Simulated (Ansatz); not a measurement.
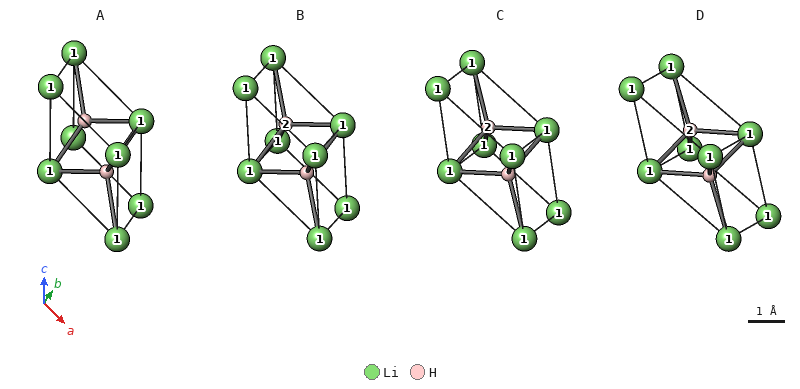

4 geometries from one relaxation of a crystal of LiH₂ (a generated structure, set up in I4/mmm), in shuffled order. A ball-and-stick model of the cell of the calculation, seen slightly off an axis.

Computed with DFT PBE, scalar-relativistic, plane waves, PAW (Ansatz). Set-up: plane-wave cutoff 420 eV; k-point mesh 20 × 20 × 20; occupations gaussian; smearing width 0.1 eV; no spin polarisation; cell and atoms relaxed; force threshold 0.01 eV/Å; at most 80 steps.

Order the frames from highest to lowest energy.

D, C, B, A. They are steps 0, 2, 4, 10, at +0.263 eV per cell of the calculation, +0.194 eV per cell of the calculation, +58.4 meV per cell of the calculation relative to the last. Over 8 accepted moves (10 points after the start) the energy falls by 0.263 eV per cell of the calculation. All forces vanish by symmetry, so only the cell relaxes. Pressure: −0.07 GPa at the start and 0.02 GPa at the end. The SCF was repeated twice at an unchanged geometry on a basis and grid sized afresh for the cell, which shifted the energy by 5.7 meV per cell of the calculation at most. The atoms keep their places relative to the cell (all moves are under 0.005 Å). The volume changes by −2.8 %, with a = b = c 3.032 → 2.964 Å (−2.2 %), α 117.4° → 106.4°, β 117.4° → 106.4°, γ 94.6° → 115.9°. Among the contacts that change: H–Li 1.881 → 1.942 Å. Among the angles between lasting bonds that change: Li–H–Li 113.8° → 132.2°, Li–H–Li 107.4° → 99.4°. The space group stays I4/mmm (No. 139).
